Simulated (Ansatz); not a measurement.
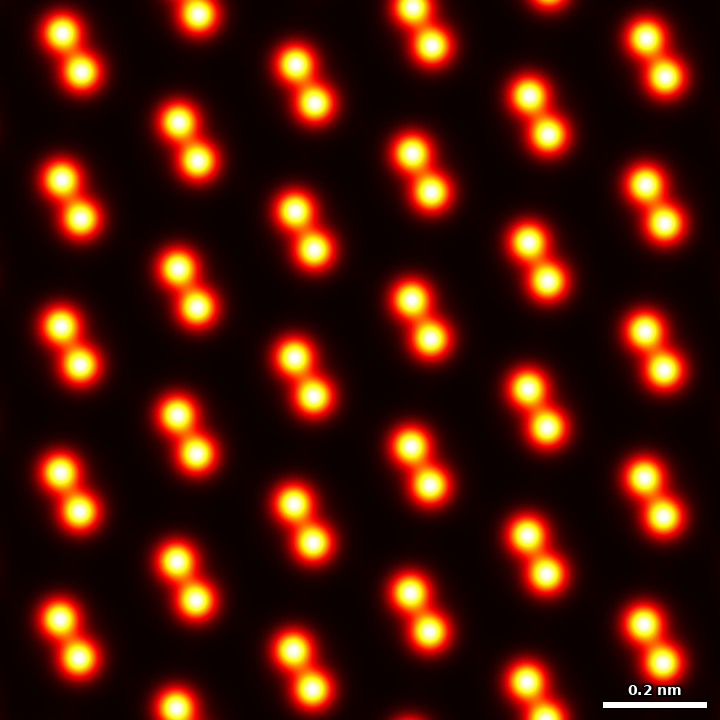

HAADF-like image of a crystal. Simulated incoherent Z contrast: every atom adds Z^1.8 spread by a probe of 0.59 Å full width; channelling and multiple scattering are left out. The probe carries 25 % of its weight in a tail 2.5 times as wide.

Question: Give the net of the columns and its spacings.

Answer: The pattern repeats on a centred rectangular net of 2.5 × 5.1 Å.

Question: Which plane group does this projection have?

Answer: c2mm: perpendicular mirror lines on a centred net, with further twofold points between them.

Question: How many columns does the smallest repeating cell hold, and how many levels of brightness?

Answer: 2 columns in the primitive cell of 6.5 Å², all of one brightness.

The crystal is Ge (P6_3/mmc, No. 194) seen along [101]. Atomic positions: the end point of a relaxation with DFT r2SCAN, scalar-relativistic, plane waves, PAW in Ansatz 0.2.0; the starting structure was generated, so it need not be a known form of this composition.
